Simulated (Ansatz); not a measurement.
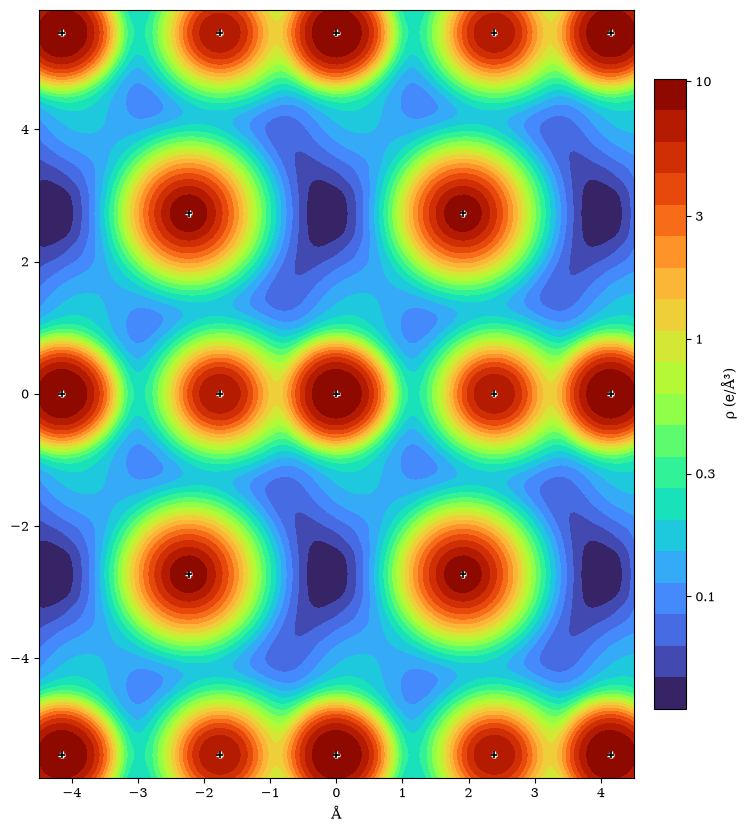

The valence charge density (pseudo) on a plane through atoms (crosses mark nuclei in the plane).

Theory: DFT, PBE, PAW with Ansatz's default frozen-core files, scalar-relativistic (Ansatz).

Candidates:
A. TiPbO₃, a = 3.86 Å, b = 3.86 Å, c = 4.15 Å, α = 90.00°, β = 90.00°, γ = 90.00°. Space group P4mm; changed on purpose from its base cell (equal xx and yy strain of -1 %, PAW files); not relaxed (largest force 0.4 eV/Å); computed pressure about 9 GPa in this cell; computed without spin polarisation.
B. WS₂, a = 3.09 Å, b = 3.09 Å, c = 18.49 Å, α = 90.00°, β = 90.00°, γ = 120.00°. Space group R3m; changed on purpose from its base cell (equal xx and yy strain of -2 %, PAW files); not relaxed (largest force 1.0 eV/Å); computed pressure about 12 GPa in this cell.
C. SiC, a = 3.14 Å, b = 3.14 Å, c = 5.15 Å, α = 90.00°, β = 90.00°, γ = 120.00°. Space group P6₃mc; not relaxed (largest force 0.7 eV/Å); computed pressure about −8 GPa in this cell.

> Which candidate gave the map?

Candidate A: TiPbO₃ on the (110) plane of the conventional cell, which holds Ti, Pb and O. Ti–O (1.76 Å): the density is about 1.2 e/Å³ at the midpoint.
